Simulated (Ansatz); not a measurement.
```cif
data_structure
_symmetry_space_group_name_H-M 'P 1'
_symmetry_Int_Tables_number 1
_cell_length_a 3.9929
_cell_length_b 3.9929
_cell_length_c 10.5453
_cell_angle_alpha 90.000
_cell_angle_beta 90.000
_cell_angle_gamma 90.000
_cell_volume 168.12
loop_
_atom_site_label
_atom_site_type_symbol
_atom_site_fract_x
_atom_site_fract_y
_atom_site_fract_z
_atom_site_occupancy
Hf1 Hf 0.00000 0.50000 0.25000 1
Hf2 Hf 0.50000 0.00000 0.75000 1
Hf3 Hf 0.00000 0.00000 0.00000 1
Hf4 Hf 0.50000 0.50000 0.50000 1
O1 O 0.00000 0.50000 0.04789 1
O2 O 0.50000 0.00000 0.54789 1
O3 O 0.00000 0.00000 0.79789 1
O4 O 0.50000 0.50000 0.29789 1
O5 O 0.00000 0.00000 0.20211 1
O6 O 0.50000 0.50000 0.70211 1
O7 O 0.00000 0.50000 0.45211 1
O8 O 0.50000 0.00000 0.95211 1
```

Space group I4₁/amd; started from the anatase prototype, which need not be the ambient phase.

All numbers below come from Ansatz 0.2.0, DFT, r2SCANh, plane waves, PAW.

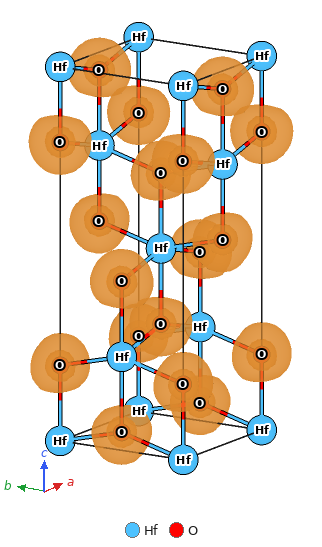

HfO2. Isosurface of the electron localisation function at 0.75 (orange), seen at an oblique angle. Only the valence region is drawn (cores and ρ < 0.01 e/Å³ removed). Sticks mark near contacts.

In a PAW calculation such maps are meaningful between the atoms, not at the nuclei.

Describe the localisation domains.

At this value the surface marks out eight regions wrapped around O (the valence shell of each), counted in one cell of 12 atoms. Any copies at cell faces, edges or corners count once.

Values along the shortest contacts:
Hf–O (2.06 Å): the ELF peaks at about 0.85 in the valence shell of O, 0.6 Å from its nucleus, and drops to about 0.20 between the two atoms: no localised pair shows between them. Hf–O (2.13 Å): the ELF peaks at about 0.85 in the valence shell of O, 0.6 Å from its nucleus, and drops to about 0.15 between the two atoms (no localised pair shows between them).

Does the calculation make it a metal, or give it a gap?

It is gapped, with a Kohn–Sham gap of 5.9 eV on the k-point mesh, an upper bound to the gap of this method.
